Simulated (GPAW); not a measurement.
Consider zinc-blende (ZnSe)1-x(CdSe)x, x = 0.125.

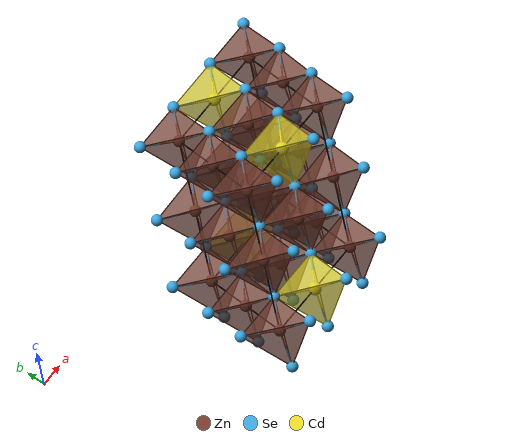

The structure (zinc brown, selenium blue, cadmium yellow). Some periodic images of atoms are drawn too.

```xyz
16
Lattice="0.0000 5.7157 5.7157 5.7157 0.0000 5.7157 5.7157 5.7157 0.0000" Properties=species:S:1:pos:R:3 pbc="T T T"
Zn    5.7115    5.7159    0.0094
Se    1.4936    1.3653    1.3693
Zn    8.5711    2.8621    5.7130
Se    4.2807    4.2863    1.4308
Zn    8.5694    5.7154    2.8701
Se    4.2799    1.4257    4.2982
Zn    5.7051    2.8524    2.8621
Se    7.1402    4.2854    4.2914
Cd    5.7127    8.5730    2.8621
Se    1.4918    4.3522    4.3555
Zn    2.8618    5.7162    2.8630
Se    4.2285    7.0769    4.3617
Zn    8.5699    8.5731    5.7201
Se    4.2198    4.3552    7.0887
Zn    5.7265    5.7127    5.7291
Se    7.1473    7.1430    7.1528
```

Absorber: atom 2, with 3 Zn at 2.44 Å and 1 Cd at 2.59 Å (distorted tetrahedral). Method: GPAW, LDA, excited-electron core hole (neutral cell), 16-atom cell with 8.1 Å between holes, 4×4×4 k points, dipole transitions, Gaussian full width 2.33 eV up to 4 eV, rising linearly to 3.5 eV at 25 eV.

Q: Predict the near-edge structure at the Se K edge.

Main maxima up to 28 eV above the zero (height): 6.8 eV (1.53), 15.4 eV (1.00) and 26.2 eV (1.03). A K edge sees empty p states on the absorber. 

The Se K spectrum (energy from the bottom of the conduction band, which holds the excited electron; intensity scaled to a mean of 1 over the first 20 eV):

| E (eV) | intensity |
| --- | --- |
| -2.0 | 0.00 |
| -0.5 | 0.04 |
| 1.0 | 0.43 |
| 2.5 | 1.22 |
| 4.0 | 1.40 |
| 5.5 | 1.44 |
| 7.0 | 1.53 |
| 8.5 | 1.23 |
| 10.0 | 0.81 |
| 11.5 | 0.57 |
| 13.0 | 0.76 |
| 14.5 | 0.97 |
| 16.0 | 0.99 |
| 17.5 | 0.94 |
| 19.0 | 0.83 |
| 20.5 | 0.79 |
| 22.0 | 0.90 |
| 23.5 | 0.93 |
| 25.0 | 0.98 |
| 26.5 | 1.03 |
| 28.0 | 0.89 |

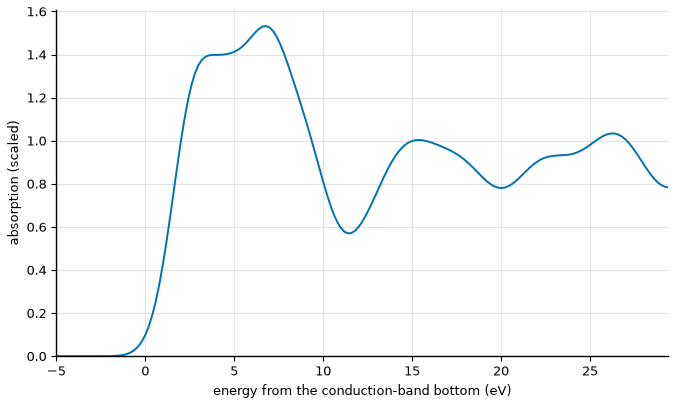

The Se K edge.

The script folds with a Gaussian, whereas the core hole's own line is a Lorentzian, so the onset is too steep and the first peak too high.

[Banner, clock and machine lines of the logs are left out without a mark of their own.]

[Logs are printed without paths, hosts, clocks, repeated set-up lines and the standing remarks that a program may print on its own settings, such as how far it seeks lower states.]

[Hosts, paths, dates, database ids (printed as entryN), source tags and the programs' standing remarks are cut or masked in the printed files.]

[Lists of maxima count a maximum above −3 eV only where it reaches 4 % of the highest in the window and stands out from its surroundings by 2 % of it (1.5 % where it reaches 55 %); shoulders and weaker maxima are passed over, and of the rest the first, up to two pre-edge ones and the few strongest are named.]
